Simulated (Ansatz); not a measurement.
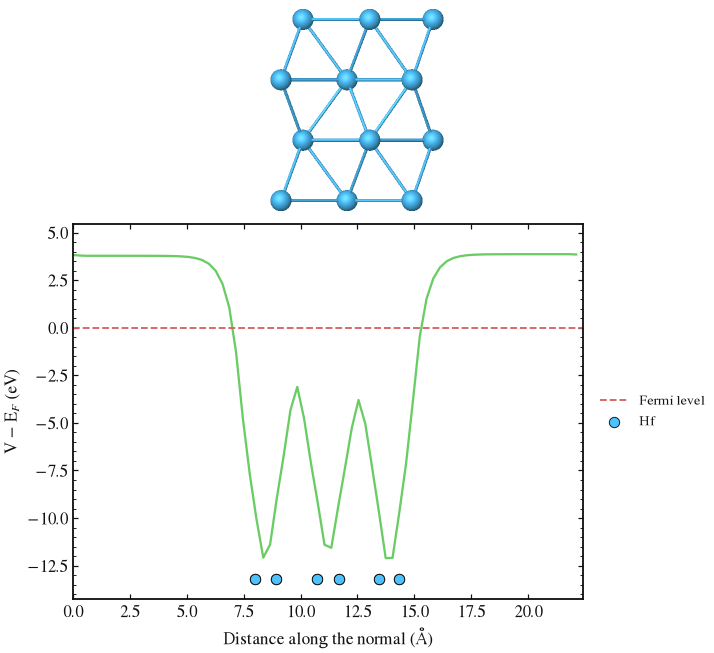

Plane-averaged electrostatic potential energy of an electron across the slab; circles at the bottom mark the heights of the atoms (positions after relaxation). The structure is drawn too.

Calculation on a (100) slab cut from Hf (P6_3/mmc), 12 atoms in the cell; a = 6.34 Å, b = 5.02 Å, c = 22.41 Å, α = 90.00°, β = 90.00°, γ = 90.00°.

Method: DFT PBE+D3(BJ), scalar-relativistic, plane waves, PAW, no spin polarisation, 3×4×1 k mesh, 420 eV cutoff, Gaussian smearing of 0.1 eV (Ansatz).

### What is the work function?

The work function is 3.86 eV at the right face and 3.78 eV at the left.

### How thick are slab and vacuum?

The outermost atoms are 6.3 Å apart, which leaves 16.1 Å of vacuum in a cell 22.4 Å high.

Spin-orbit coupling is left out, which matters for Hf.
